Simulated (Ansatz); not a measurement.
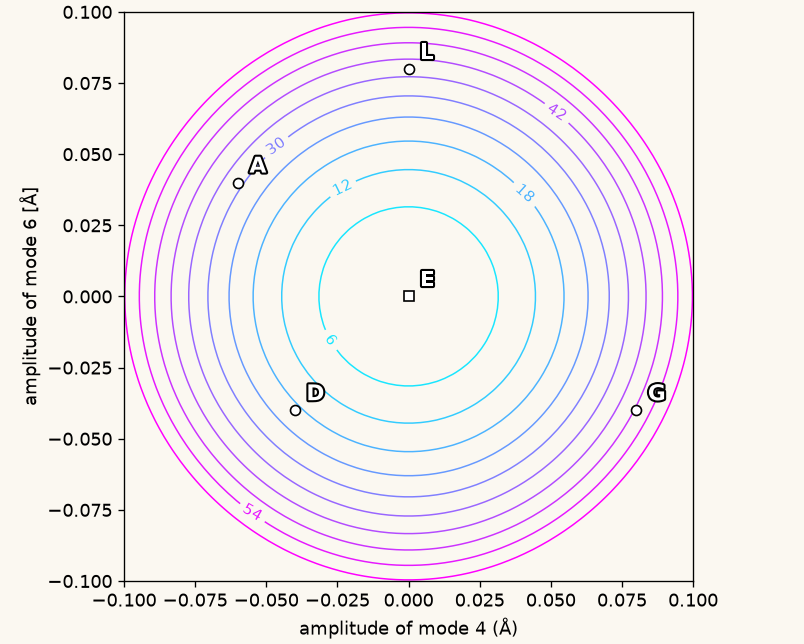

AlNi (P4/mmm, No. 123; 2 atoms in the cell). The energy is mapped over two normal modes frozen in (zone-centre modes of the 2-atom cell of this scan). First axis: amplitude of mode 4 (289 cm⁻¹), largest displacement. Second axis: amplitude of mode 6 (289 cm⁻¹), largest displacement. Nothing is relaxed (the cell and all other modes fixed). The scan uses an 11 × 11 grid; 36 points were computed and 85 follow by symmetry. Points are written as (first, second). All energies are given in meV per cell relative to the lowest grid point. The runs have no spin polarisation; a magnetic state may lie lower. Method: Ansatz 0.2.0, DFT PBE, scalar-relativistic, plane waves, PAW. Settings: cutoff 520 eV, k-mesh 16×16×16, gaussian smearing 0.15 eV, no spin polarisation.

The picture shows contour lines labelled in meV (none above 60), lettered points. Between grid points the surface is interpolated.

Q: Is D the lowest point of the computed grid?

A: No. D lies 19 meV above the lowest grid point, which is at (0.00 Å, 0.00 Å).

Q: What kind of point is each of A, D, E, G, L: minimum, saddle, maximum or slope?

A: A: on a slope; D: on a slope; E: minimum; G: on a slope; L: on a slope. (In these two coordinates alone; a stationary point may lie a little off the grid point.)

PAW datasets: the set soft_1.
